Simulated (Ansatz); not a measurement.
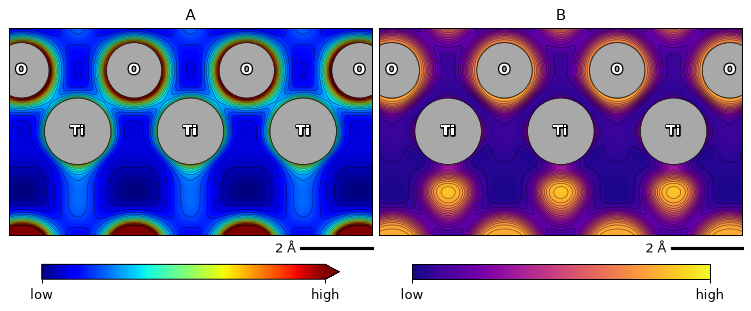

TiO: 2 fields on the (110) plane of the conventional cell, with unlabelled colour scales. Grey discs cover the atomic cores.

Space group P-6m2; computed pressure about −37 GPa in this cell.

The calculation used Kohn-Sham DFT of a periodic cell, r2SCAN, Ansatz PAW in Ansatz 0.2.0.

Q: The panels show electron localisation function and valence pseudo-density in some order. Assign them.

A: Panel A: valence pseudo-density. Panel B: electron localisation function. From the grid: Ti–O (2.35 Å): ρ at the midpoint is about 0.26 e/Å³; the ELF peaks at about 0.85 in the valence shell of O, 0.6 Å from its nucleus, and is about 0.10 at the midpoint; no shared electron pair shows on this line.
